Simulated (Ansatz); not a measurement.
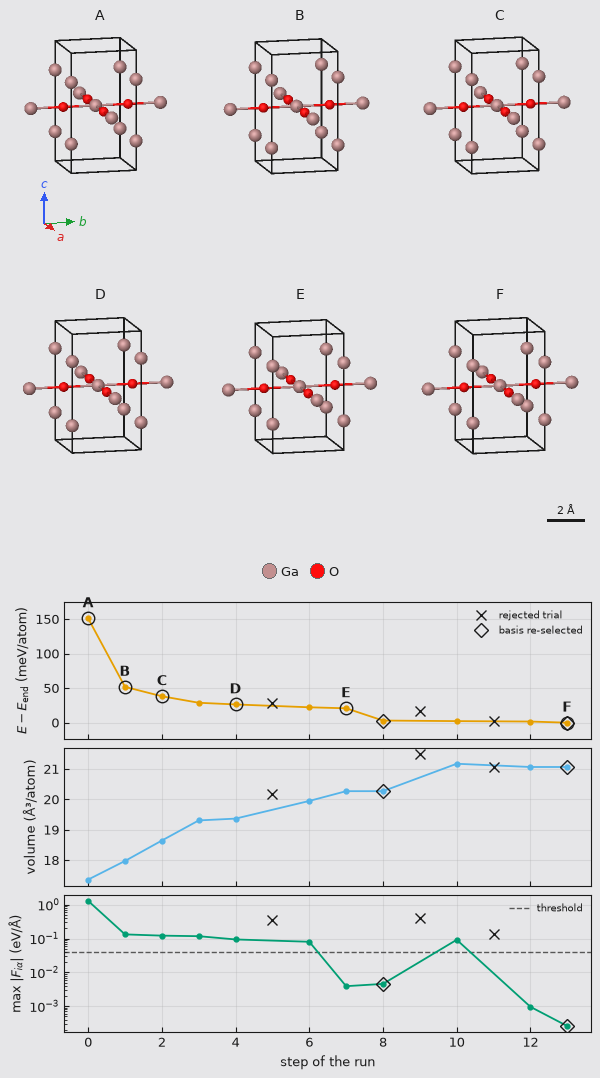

Frames of a relaxation of a crystal of Ga3O2 (a generated structure, set up in P4/mmm) (coarse preliminary run), marked on the history of the run. A ball-and-stick model of the cell of the calculation, seen slightly off an axis.

All numbers below come from DFT PBE, scalar-relativistic, plane waves, PAW (Ansatz 0.2.0). Set-up: plane-wave cutoff 420 eV; k-point mesh 6 × 6 × 4; occupations gaussian; smearing width 0.1 eV; no spin polarisation; cell and atoms relaxed; force threshold 0.04 eV/Å; at most 70 steps.

Describe the path.

The largest moves relative to the cell, 0.089 Å, are those of Ga atoms. O stays in place. The drawn cell changes as follows: a = b 3.618 → 4.009 Å (+10.8 %), c 6.633 → 6.555 Å (−1.2 %); the volume changes by +21.3 %. Among the contacts that change: Ga–O 1.809 → 2.004 Å. The space group stays P4/mmm (No. 123). The energy falls by 151 meV per atom in 8 accepted moves (13 points after the start). The largest force component goes from 1.3 to 0.00026 eV/Å. Pressure: 13.64 GPa at the start and 0.05 GPa at the end. The line search rejected the trial steps at points 5, 9, 11 of the run. At 2 points the geometry stayed and the basis and grid were re-selected for the new cell (energy shift of 17.7 meV per atom at most each time). From step 0 to 1: Ga atoms move most (0.19 Å), volume +3.5 %, energy −99.2 meV per atom. From step 1 to 2: Ga atoms move most (0.03 Å), volume +3.7 %, energy −13.6 meV per atom. From step 2 to 4: Ga atoms move most (0.08 Å), volume +3.9 %, energy −11.9 meV per atom. From step 4 to 7: Ga atoms move most (0.14 Å), volume +4.7 %, energy −5.6 meV per atom. From step 7 to 13: Ga atoms move most (0.04 Å), volume +3.9 %, energy −20.8 meV per atom.

```
step  E − E(0), meV/atom  largest force component, eV/Å  pressure, GPa  volume, Å³/atom                      note
   0                0.00                         1.2955          13.64           17.362                          
   1              -99.24                         0.1323           4.71           17.975                          
   2             -112.86                         0.1215           2.35           18.647                          
   3             -122.28                         0.1170           0.04           19.309                          
   4             -124.72                         0.0938           0.50           19.369                          
   5             -123.21                         0.3533           0.54           20.178                  rejected
   6             -128.84                         0.0800          -0.09           19.950                          
   7             -130.31                         0.0039           0.17           20.272                          
   8             -148.05                         0.0046           1.34           20.272  same geometry, new basis
   9             -134.73                         0.4085           0.02           21.483                  rejected
  10             -148.87                         0.0916           0.13           21.175                          
  11             -148.49                         0.1370          -0.65           21.060                  rejected
  12             -149.47                         0.0010           0.03           21.068                          
  13             -151.14                         0.0003           0.05           21.068  same geometry, new basis
```
